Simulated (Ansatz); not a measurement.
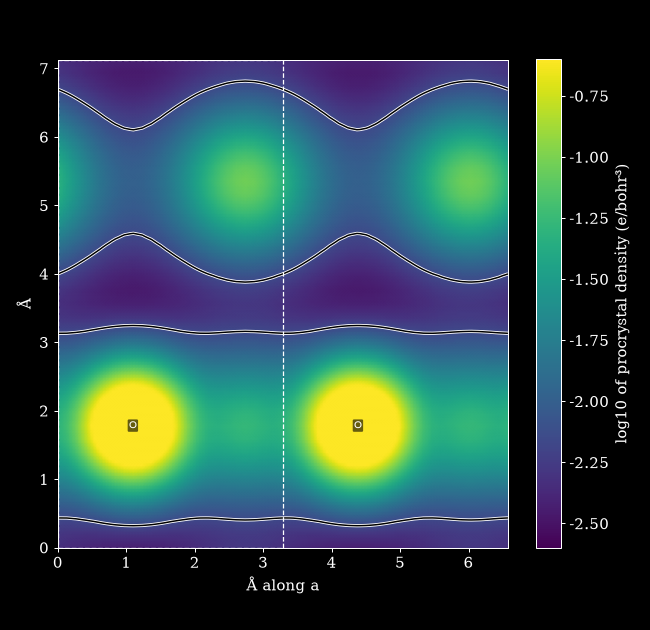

Procrystal electron density of ZnO (P6_3/mmc, No. 194), computed on the section y = 0.667 (parallel to a and c; the dashed line is one cell). It is the sum of the densities of spherically averaged neutral Hartree-Fock atoms, not a self-consistent density. The black line is the 0.007 e/bohr³ contour that bounds the voids. The usual level for crystal voids is 0.002 e/bohr³; this crystal has almost no region below it, so a higher level is used, which marks the interstitial space of lowest density.

Source of the atomic positions: the input geometry of an electronic-structure calculation (not necessarily at equilibrium).

```cif
data_structure
_symmetry_space_group_name_H-M 'P 1'
_symmetry_Int_Tables_number 1
_cell_length_a 3.2880
_cell_length_b 3.2880
_cell_length_c 7.1304
_cell_angle_alpha 90.000
_cell_angle_beta 90.000
_cell_angle_gamma 120.000
_cell_volume 66.76
loop_
_atom_site_label
_atom_site_type_symbol
_atom_site_fract_x
_atom_site_fract_y
_atom_site_fract_z
_atom_site_occupancy
Zn1 Zn 0.00000 0.00000 0.75000 1
Zn2 Zn 0.00000 0.00000 0.25000 1
O1 O 0.33333 0.66667 0.25000 1
O2 O 0.66667 0.33333 0.75000 1
```

### What share of the cell is void by this measure?

The voids take about 24 % of the cell (16 Å³ of 66.8 Å³) and are bounded by about 40 Å² of surface per cell.

### Are the voids connected in the whole crystal?

Where they connect, they form a two-dimensional network in layers parallel to (001).

### How low does the density fall, and where?

To about 0.0035 e/bohr³ near 0.33, 0.67, 0.53 (fractional), 2.0 Å from the nearest nucleus.

### At what density do the voids first join through the crystal?

At about 0.0039 e/bohr³, as a two-dimensional network in layers parallel to (001).
